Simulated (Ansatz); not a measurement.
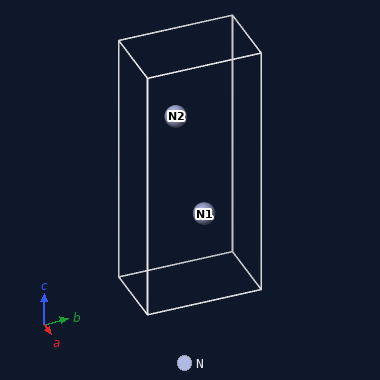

The system is N (P6_3/mmc, No. 194; 2 atoms in the cell); the picture shows the reference structure. 
- The cell is strained homogeneously, by one strain along x and y and another along z, with fractional coordinates fixed (x along [1 0 0], z along [0 0 1] of the conventional cell).
- The first coordinate is: strain along x and y; the second: strain along z.
- The scan uses a 5 × 5 grid. At 1 point there is no value.
- Points are written as (first, second).
- All energies are given in meV/atom relative to the unstrained cell.
- The reference cell is the one listed in the database, not relaxed at this level.
- Method: Ansatz, DFT LDA, scalar-relativistic, plane waves, PAW. Settings: cutoff 420 eV, k-mesh 15×15×8 in the order of the run's cell vectors, gaussian smearing 0.15 eV, no spin polarisation.

Its coordinates:

```yaml
crystal:
  lattice:
    - [3.62900, 0.00000, 0.00000]
    - [-1.81450, 3.14281, 0.00000]
    - [0.00000, 0.00000, 5.89000]
  atoms:
    - { symbol: N, position: [0.33333, 0.66667, 0.25000] }
    - { symbol: N, position: [0.66667, 0.33333, 0.75000] }
```

Range: strain along x and y from −8 to 8 %; strain along z from −8 to 8 %.

Predict the map.

The lowest grid point is at (−8 %, −8 %), −506 meV/atom from the unstrained cell. It lies at the edge of the scanned range, so the true minimum may lie outside. The highest grid point, (8 %, 8 %), lies 851 meV/atom above the lowest.

```
strain along z ↓, strain along x and y →    −8    −4     0    4    8
                                       8  −219   −34   118  243  346
                                       4  −273   −88    64    –  294
                                       0  −337  −153     0  127  232
                                      −4  −414  −230   −77   51  158
                                      −8  −506  −322  −169  −39   71
```

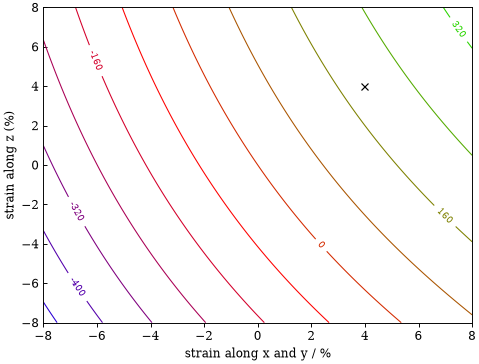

The picture shows contour lines labelled in meV/atom, crosses at grid points without a value. Between grid points the surface is interpolated.
